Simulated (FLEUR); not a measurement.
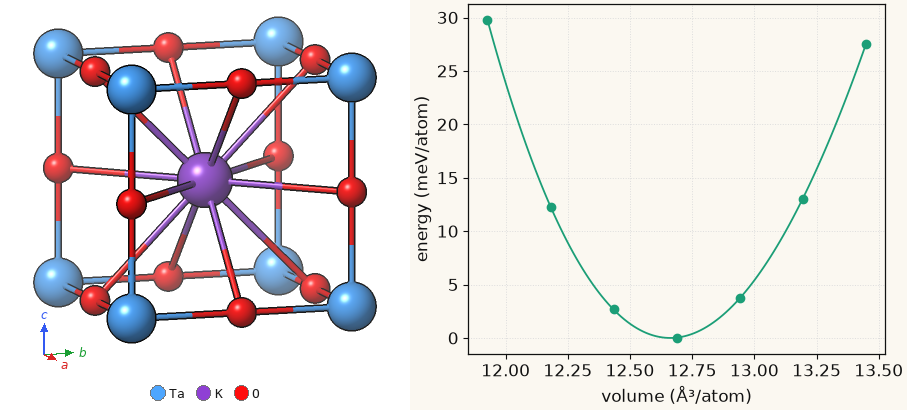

Plotted: energy against volume for KTaO₃, space group Pm-3m (No. 221). The conventional cell is drawn beside the plot.

Cell as given: a = 3.988 Å, b = 3.988 Å, c = 3.988 Å, α = 90.00°, β = 90.00°, γ = 90.00°; 5 atoms.

Calculation (FLEUR MaX-R8.1 (later development tree)): all-electron LAPW DFT, no spin polarisation; energies at scaled volumes of the given cell, shape and fractions fixed, counted from the fit's minimum, third-order Birch-Murnaghan fit. Level: PBEsol.

- k mesh: 7×7×7
- occupations: Fermi–Dirac
- smearing width: 0.05 eV
- potentials: all electron
- program settings: basis FLAPW, kmax 5.58 1/bohr

Give the fitted equation-of-state parameters.

A third-order Birch–Murnaghan fit gives V0 = 12.66 Å³/atom, B0 = 201 GPa and B′ = 4.4.
